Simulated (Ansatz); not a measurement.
System: La, space group Fm-3m (No. 225) (one of a set of cubic test structures, which need not be the stable phase).

One of the inputs:
```
crystal:
  lattice:
    - [0.0, 2.625978254026, 2.625978254026]
    - [2.625978254026, 0.0, 2.625978254026]
    - [2.625978254026, 2.625978254026, 0.0]
  atoms:
    - { symbol: La, position: [0, 0, 0] }
kpoints:
  mp_grid: { grid: [11, 11, 11] }
hamiltonian:
  xc: r2scan
  pseudopotentials: { kind: paw }
scf:
  occupations: { method: fermi_dirac, width: 0.1 }
output:
  forces: true
  stress: true
```

Command:
```bash
ansatz run input.yaml --threads 1
```

Method: equation of state of a cubic crystal from periodic Kohn-Sham density functional theory without spin, third-order Birch-Murnaghan fit to the free energies; pressure corrected for the finite basis (Ansatz 0.2.0 development build). Level: r2SCAN.

structure type fcc; atoms in cell 1; space group number 225; lattice centring face-centred primitive; k mesh 11×11×11; occupation method Fermi–Dirac; occupation width 0.1 eV; wave cutoff 500 eV; datasets soft-1 PAW; density tolerance 1e−07 eV; bands 10; density cutoff ratio 4; search for lower states default.

Describe the result: the energy above the lowest point and pressure against volume. The volume takes the values 34.00, 35.11, 36.22, 37.32, 38.43 Å³/atom.

A third-order Birch–Murnaghan fit gives V0 = 37.07 Å³/atom, B0 = 23.6 GPa and B′ = 3.0. The energy above the lowest point is 20.9 meV/atom at volume 34.00 Å³/atom and 3.4 meV/atom at 38.43 Å³/atom; the lowest computed point is at volume 37.32 Å³/atom (0.0 meV/atom), and no other minimum shows. The pressure falls from 2.321 GPa at volume 34.00 Å³/atom to −0.810 GPa at 38.43 Å³/atom, and changes sign near 37.1 Å³/atom.

```json
{"volume (Å³/atom)": "34.00", "energy above the lowest point (meV/atom)": "20.9", "pressure (GPa)": "2.321"}
{"volume (Å³/atom)": "35.11", "energy above the lowest point (meV/atom)": "8.1", "pressure (GPa)": "1.396"}
{"volume (Å³/atom)": "36.22", "energy above the lowest point (meV/atom)": "1.4", "pressure (GPa)": "0.570"}
{"volume (Å³/atom)": "37.32", "energy above the lowest point (meV/atom)": "0.0", "pressure (GPa)": "-0.160"}
{"volume (Å³/atom)": "38.43", "energy above the lowest point (meV/atom)": "3.4", "pressure (GPa)": "-0.810"}
```

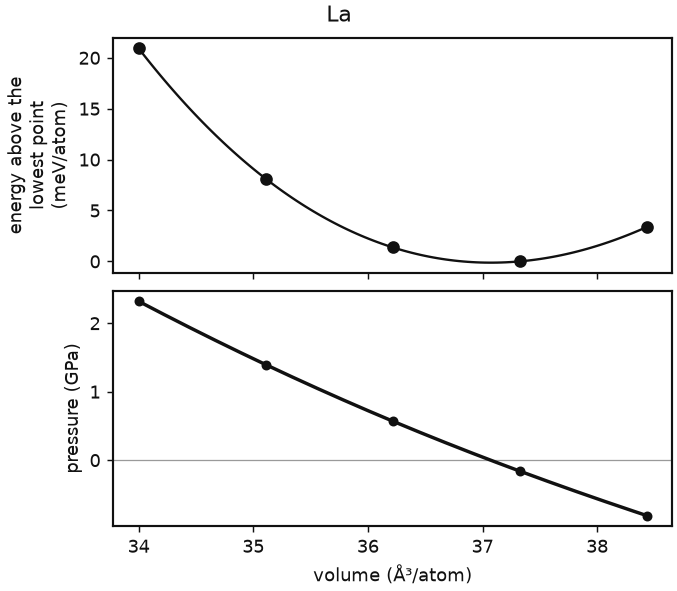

Note: cubic model structure, not the ambient form; modest k-mesh, values are not fully converged in k.
